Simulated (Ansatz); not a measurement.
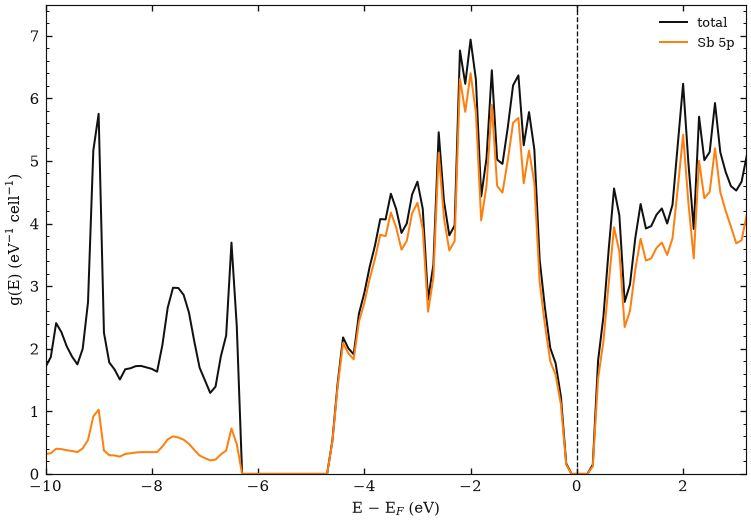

Density of states. Energies are counted from the Fermi level. The partial curves are projected on Löwdin-orthogonalised atomic shells.

This input was run:

```
crystal:
  lattice:
    - [5.6089199327, 3.238311433, 1.9438666798]
    - [-5.6089199327, 3.238311433, 1.9438666798]
    - [0.0, -6.476622866, 1.9438666798]
  atoms:
    - { symbol: Sb, position: [0.4392096311, 0.2657001354, 0.9884310341] }
    - { symbol: Sb, position: [0.9884310341, 0.4392096311, 0.2657001354] }
    - { symbol: Sb, position: [0.2657001354, 0.9884310341, 0.4392096311] }
    - { symbol: Sb, position: [0.5607903689, 0.7342998646, 0.0115689659] }
    - { symbol: Sb, position: [0.0115689659, 0.5607903689, 0.7342998646] }
    - { symbol: Sb, position: [0.7342998646, 0.0115689659, 0.5607903689] }
basis:
  ecutwfc: 420
kpoints:
  mp_grid: { grid: [6, 6, 6] }
  band_path:
    path:
      - [[0.0, 0.0, 0.0], [0.5, 0.0, 0.0], [0.5, -0.5, 0.5], [0.22672102, -0.77327898, 0.22672102]]
      - [[0.22672102, 0.22672102, 0.22672102], [0.0, 0.0, 0.0], [0.5, -0.5, 0.0]]
    npoints: 14
hamiltonian:
  xc: pbe
scf:
  occupations: { method: gaussian, width: 0.02 }
  n_extra_bands: 15
output:
  forces: true
  stress: true
  eigenvalues: true
  populations: true
  dos: { projected: true, de: 0.02, nscf_kmesh: { grid: [9, 9, 9] } }
  bader: true
  write_density: true
  write_potential: true
  elf: true
  volumetric_format: npy
```

Run as:
```bash
ansatz run input.yaml --threads 1 --pin off --max-ram 2560MiB --backend cpu --events-out ev --progress --plain --runs-dir out
```

### Is there a gap at the Fermi level, and how wide?

There is a gap; over the k points computed it is 0.38 eV.

### How wide is the upper valence band?

The upper group of valence states starts about 4.4 eV under the valence-band top (which lies at −0.2 eV on this axis), with a gap beneath it; it holds about 18 electrons a cell.

### What is the character of the states on either side of the gap?

By projected weight, the top eV of the valence band is Sb 5p almost alone; the bottom eV of the conduction band is Sb 5p (90 %).

The structure is an invented one, so it need not be a known or stable phase. Spin-orbit coupling is left out, which matters for Sb.
